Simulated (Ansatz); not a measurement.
Input

```
crystal:
  lattice:
    - [0.0, 3.130895781, 3.130895781]
    - [3.130895781, 0.0, 3.130895781]
    - [3.130895781, 3.130895781, 0.0]
  atoms:
    - { symbol: Pt, position: [0.0, 0.0, 0.0] }
    - { symbol: Se, position: [0.25, 0.25, 0.25] }
    - { symbol: Se, position: [0.75, 0.75, 0.75] }
kpoints:
  mp_grid: { grid: [8, 8, 8] }
  band_path:
    path:
      - [0.0, 0.0, 0.0]
      - [0.5, 0.0, 0.5]
      - [0.625, 0.25, 0.625]
      - [0.375, 0.375, 0.75]
      - [0.5, 0.5, 0.5]
      - [0.5, 0.25, 0.75]
      - [0.1, 0.0, 0.1]
    npoints: 1
hamiltonian:
  xc: pbe
scf:
  occupations: { method: fermi_dirac, width: 0.02 }
  n_extra_bands: 8
magnetization:
  noncollinear: true
  spin_orbit: true
output:
  forces: true
  stress: true
  eigenvalues: true
  write_density: true
  write_potential: true
  elf: true
  volumetric_format: npy
```

Run with:

```sh
ansatz run input.yaml --threads 2 --pin off --max-ram 2211MiB --backend cpu --events-out ev --progress --plain --runs-dir out
```

Below, planes, directions and counts refer to the conventional cell (a = 6.26 Å, b = 6.26 Å, c = 6.26 Å, α = 90.00°, β = 90.00°, γ = 90.00°).

Space group Fm-3m; started from the fluorite prototype, which need not be the ambient phase.

Method: Ansatz, DFT, PBE with spin-orbit coupling, plane waves, PAW.

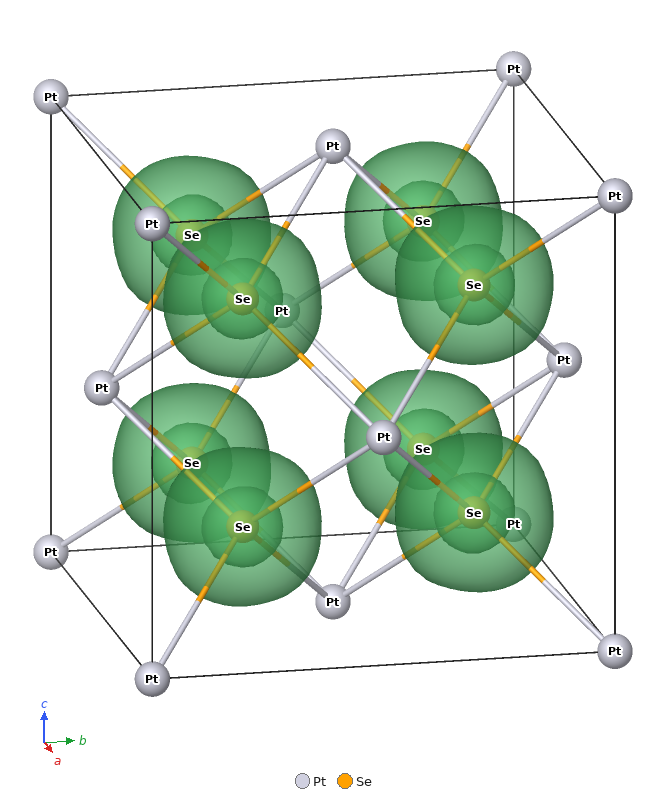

PtSe$_{2}$. Isosurface of the ELF at 0.65 (green), seen slightly off an axis. Only the valence region is drawn (cores and ρ < 0.01 e/Å³ removed). Sticks mark near contacts.

Identify the bonds, lone pairs and shells in this picture.

Answer. The ELF exceeds this value in eight regions wrapped around Se (the valence shell of each), counted in one cell of 12 atoms. Regions shared between cells count once.

Values along the shortest contacts:
Pt–Se (2.71 Å): the ELF is about 0.35 at the midpoint and 0.25 at its lowest between the atoms.
